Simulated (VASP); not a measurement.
Consider Si₂Mo.

```xyz
6
Lattice="3.2000 0.0000 0.0000 0.0000 0.0000 7.8610 0.0000 -3.2000 0.0000" Properties=species:S:1:pos:R:3 pbc="T T T"
Si    0.0000    0.0000    2.6177
Si    1.6000   -1.6000    6.5482
Si    1.6000   -1.6000    1.3128
Si    0.0000    0.0000    5.2433
Mo    0.0000   -3.0500    0.0000
Mo    1.6000   -1.4500    3.9305
```

Space group Imm2; changed on purpose from its base cell (one atom moved); not relaxed (largest force 1.4 eV/Å).

All numbers below come from Kohn-Sham DFT of a periodic cell, PBEsol, VASP PAW PBE potentials, recommended in VASP.

### What will maps of the valence pseudo-density and electron localisation function show?

Si–Mo (2.62 Å): ρ at the midpoint is about 0.4 e/Å³; the ELF peaks at about 0.80 in the valence shell of Si, 0.9 Å from its nucleus, and is about 0.40 at the midpoint.

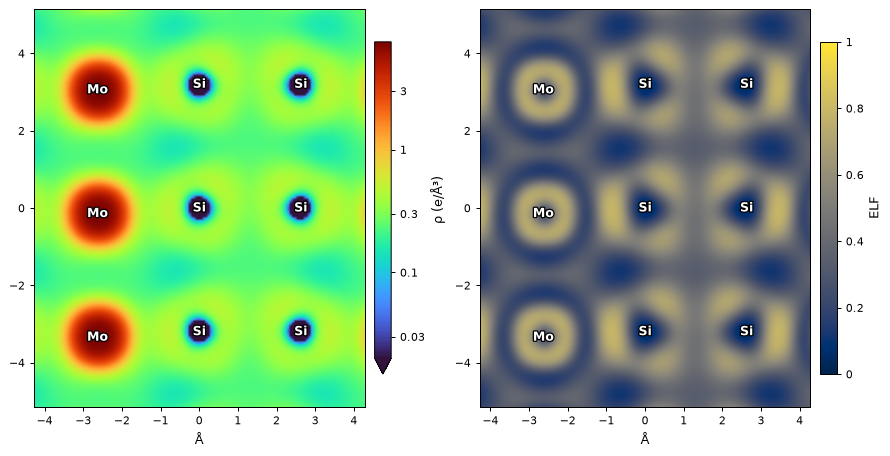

Computed valence pseudo-density and electron localisation function on the (100) plane of the conventional cell, in this order. 

The density is the valence pseudo-density of a PAW calculation; it isn't the true density close to the nuclei.
